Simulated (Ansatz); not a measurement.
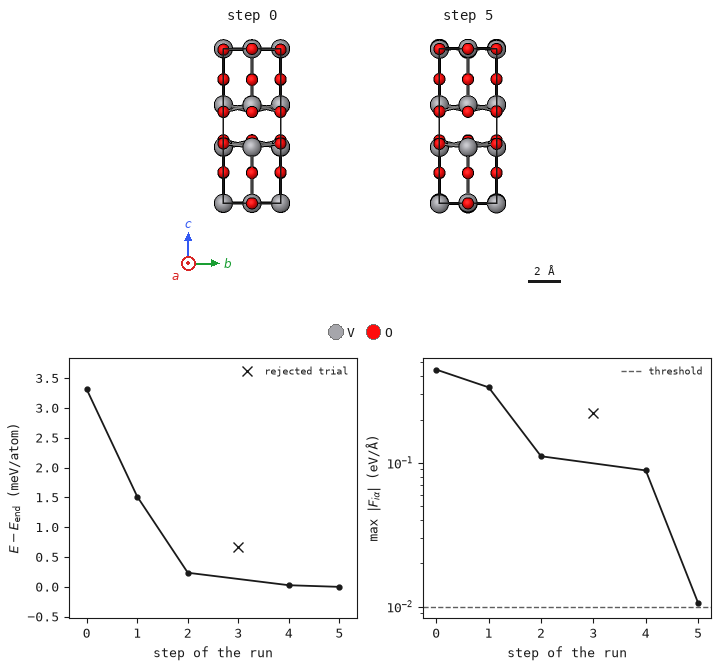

First and last geometry of a relaxation of solid V6O13 (set up in C2/m), with the history of the run. A ball-and-stick model of the conventional cell (2 times the calculation's cell), seen along the a axis. Lengths and directions refer to the drawn axes.

Case: the database's cell, atoms relaxed.

Level of theory: Ansatz, DFT PBEsol, scalar-relativistic, plane waves, PAW. (plane-wave cutoff 420 eV; k-point mesh 10 × 10 × 4; occupations gaussian; smearing width 0.1 eV; collinear spin; atoms relaxed in a fixed cell; force threshold 0.01 eV/Å; at most 40 steps)

### Read the history and describe the run.

The run was cut off at its time limit before the relaxation converged, so the last structure is only a point on the way. Over 4 accepted moves (5 points after the start) the energy falls by 3.3 meV per atom. The largest force component goes from 0.45 to 0.011 eV/Å. The line search rejected the trial step at point 3 of the run. The largest moves, 0.054 Å, are those of O atoms. Largest moves by element: O 0.054 Å, V 0.048 Å. The cell doesn't change. Near-neighbour distances that change, for instance: O–V 1.928 → 1.879 Å, O–V 1.964 → 1.918 Å, O–V 1.761 → 1.790 Å, O–V 2.074 → 2.052 Å. Bond angles that change, for instance: O–V–O 157.9° → 155.7°, V–O–V 157.9° → 155.7°, O–V–O 92.3° → 90.2°. The space group stays C2/m (No. 12).

| step | E − E(0), meV/atom | largest force component, eV/Å | note |
| --- | --- | --- | --- |
| 0 | 0.00 | 0.4460 |  |
| 1 | -1.80 | 0.3357 |  |
| 2 | -3.08 | 0.1113 |  |
| 3 | -2.65 | 0.2222 | rejected |
| 4 | -3.29 | 0.0886 |  |
| 5 | -3.31 | 0.0106 |  |
